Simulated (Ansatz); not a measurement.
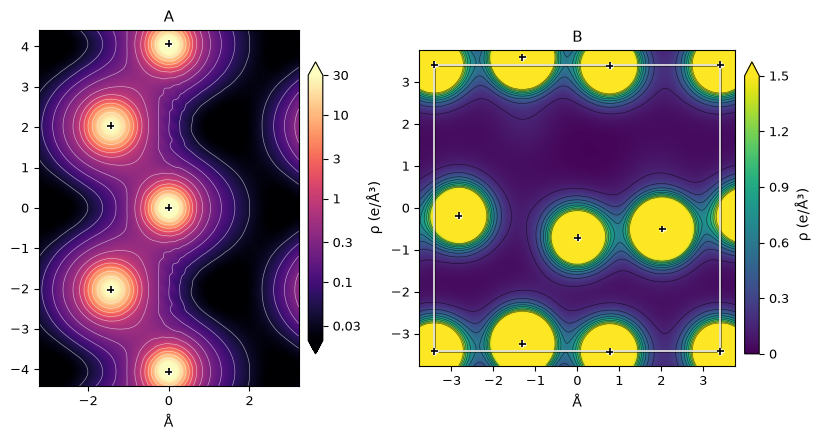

The valence pseudo-density of 2 systems, each on a plane through atoms (crosses mark nuclei in the plane).

Theory: DFT PBE, scalar-relativistic, plane waves, PAW (Ansatz 0.2.0).

System 1: GaAs, the (011) plane of the conventional cell. Space group F-43m.

```
CELL_PARAMETERS angstrom
5.74538 0.00000 0.00000
0.00000 0.00000 -5.74538
0.00000 5.74538 0.00000
ATOMIC_POSITIONS crystal
Ga 0.50000 0.50000 0.00000
Ga 0.00000 0.50000 0.50000
Ga 0.00000 0.00000 0.00000
Ga 0.50000 0.00000 0.50000
As 0.75000 0.75000 0.25000
As 0.25000 0.75000 0.75000
As 0.25000 0.25000 0.25000
As 0.75000 0.25000 0.75000
```

System 2: Sn₉O₁₆ (cell with a defect), the (001) plane of the calculation cell. 

```xyz
25
Lattice="-4.8272 -4.8272 0.0000 4.8272 -4.8272 0.0000 0.0000 4.8272 6.4763" Properties=species:S:1:pos:R:3 pbc="T T T"
Sn    1.9117   -3.0492    1.5819
Sn    2.4648   -2.4025    4.8515
Sn   -2.4561   -2.3688    1.5805
Sn   -2.3609   -2.4070    4.7859
Sn    0.2511    4.5293    6.4189
Sn    0.2495   -0.2973    3.2186
Sn   -0.1813    0.2489    6.2779
Sn   -0.1745   -4.5824    3.3587
O     1.1825   -1.0962    1.5810
O     1.0818   -0.8340    4.9915
O     1.1737   -5.0322    1.5831
O    -3.7442   -0.8377    4.6476
O     4.1002   -4.3607    1.5798
O    -1.0051    0.8822    4.5264
O    -0.9889   -3.8308    1.5815
O    -1.0031   -3.9476    5.1092
O     1.1043    1.8050    6.1663
O     1.1023   -3.0184    3.4727
O    -3.2134    1.3154    6.3804
O    -3.2162   -3.5098    3.2556
O    -1.3513   -1.3870    6.2862
O     3.4761   -1.3861    3.3501
O    -1.3603    3.2007    6.4487
O    -1.3617   -1.6252    3.1890
Sn   -0.4117   -7.1204    1.5781
```

Which map belongs to which system?

Panel A is system 1, GaAs: the plane holds Ga and As. Ga–As (2.49 Å): the density is about 0.47 e/Å³ at the midpoint. Panel B is system 2, Sn₉O₁₆: the plane holds Sn and O. Sn–O (2.02 Å): the density is about 0.72 e/Å³ at the midpoint.
